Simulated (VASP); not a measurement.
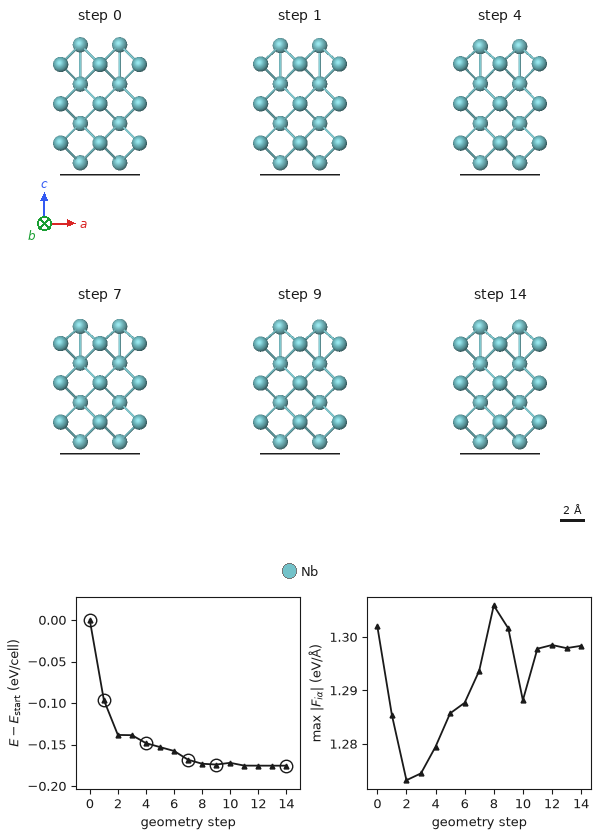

Frames of a relaxation of a slab of composition Nb, marked on the history of the run. Style: ball-and-stick. Shown: the 2 × 2 repeat of the cell, outlined in the plane, without the vacuum, along the b axis.

The run lets the atoms move in a fixed cell. 3 atoms are held fixed.

Method: Kohn-Sham DFT of a periodic cell, RPBE with D4, VASP PAW PBE potentials, recommended in VASP.

Input file:
```
PREC = Accurate
ENCUT = 520
EDIFF = 1E-6
ISMEAR = -1
SIGMA = 0.05
LREAL = False
LASPH = True
NELM = 100
ALGO = Normal
ISIF = 2
LWAVE = False
LCHARG = False
LDIPOL = True
IDIPOL = 3
DIPOL = 0.5 0.5 0.500
GGA = RP
IVDW = 13
IBRION = 2
NSW = 60
EDIFFG = -0.005
```

Command:
```bash
cat potpaw_PBE.64/Nb_sv/POTCAR > POTCAR
mpirun -np 1 vasp_std > vasp.out
```

### Describe the path.

A Nb atom moves most: 0.29 Å along the normal (−c). The lattice vectors keep their values. Near-neighbour distances that change, for instance: Nb–Nb 3.328 → 3.090 Å, Nb–Nb 2.882 → 2.757 Å, Nb–Nb 3.328 → 3.280 Å, Nb–Nb 2.882 → 2.864 Å. Among the angles between lasting bonds that change: Nb–Nb–Nb 109.5° → 117.2°, Nb–Nb–Nb 70.5° → 74.2°. The energy falls by 0.175 eV per cell of the calculation in 14 geometry steps. Largest force component: 1.3 eV/Å at the start, 1.3 eV/Å at the end. It ran on 1 thread of Intel(R) Xeon(R) 6975P-C (Granite Rapids), on a shared host. From step 0 to 1: a Nb atom moves most (0.06 Å), energy −96.2 meV per cell of the calculation. From step 1 to 4: a Nb atom moves most (0.09 Å), energy −52.1 meV per cell of the calculation. From step 4 to 7: Nb atoms move most (0.07 Å), energy −20.0 meV per cell of the calculation. From step 7 to 9: Nb atoms move most (0.05 Å), energy −5.8 meV per cell of the calculation. From step 9 to 14: a Nb atom moves most (0.02 Å), energy −1.3 meV per cell of the calculation.

```tsv
step	E − E(0), meV/atom	largest force component, eV/Å
0	0.00	1.3020
1	-13.74	1.2854
2	-19.77	1.2732
3	-19.81	1.2745
4	-21.18	1.2795
5	-21.86	1.2857
6	-22.52	1.2877
7	-24.03	1.2937
8	-24.72	1.3059
9	-24.86	1.3016
10	-24.57	1.2882
11	-25.04	1.2978
12	-25.05	1.2985
13	-25.05	1.2979
14	-25.05	1.2984
```
